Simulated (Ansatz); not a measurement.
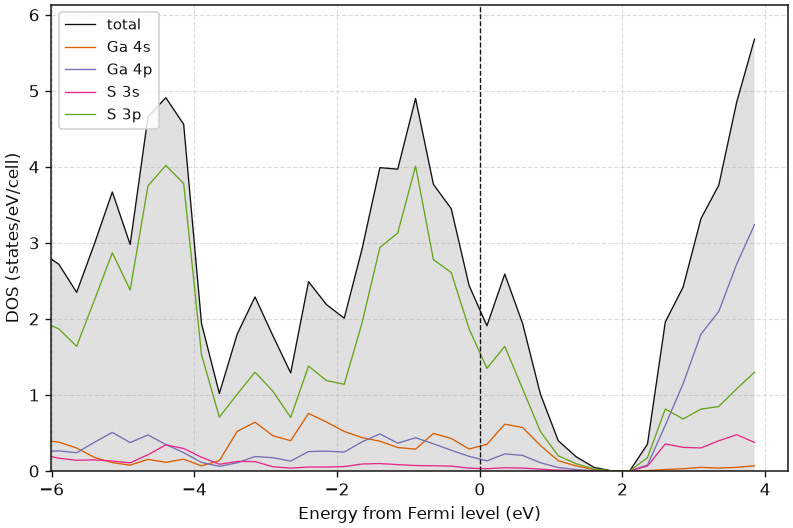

Density of states. Energies are counted from the Fermi level. The partial curves are projected on Löwdin-orthogonalised atomic shells.

System: GaS₂, space group C2/c, 6 atoms in the cell, a structure borrowed from another compound.

```cif
data_structure
_symmetry_space_group_name_H-M 'C2/c'
_symmetry_Int_Tables_number 15
_cell_length_a 8.3577
_cell_length_b 4.2566
_cell_length_c 8.0827
_cell_angle_alpha 90.000
_cell_angle_beta 118.370
_cell_angle_gamma 90.000
_cell_volume 253.01
loop_
_atom_site_label
_atom_site_type_symbol
_atom_site_symmetry_multiplicity
_atom_site_Wyckoff_symbol
_atom_site_fract_x
_atom_site_fract_y
_atom_site_fract_z
_atom_site_occupancy
Ga1 Ga 4 e 0.00000 0.14460 0.75000 1
S1 S 8 f 0.66030 0.85450 0.52060 1
```

Level of theory: DFT with r2SCAN, PAW plane waves, no spin polarisation, 6×6×6 k mesh, 500 eV cutoff, Fermi-Dirac smearing of 0.1 eV; code Ansatz 0.2.0.

> What is the density of states at the Fermi level?

It is a metal. The density of states at the Fermi level is about 2.2 per eV and cell (mean within 0.25 eV), or 0.36 per atom.

> Which states dominate at the Fermi level?

By projected weight, the states within 0.3 eV of the Fermi level are S 3p (75 %) and Ga 4s (15 %).

The structure was built from a prototype or by substitution, so it need not be a known phase. The atoms aren't at rest in this cell (largest force 2.9 eV/Å), so the relaxed material can differ.
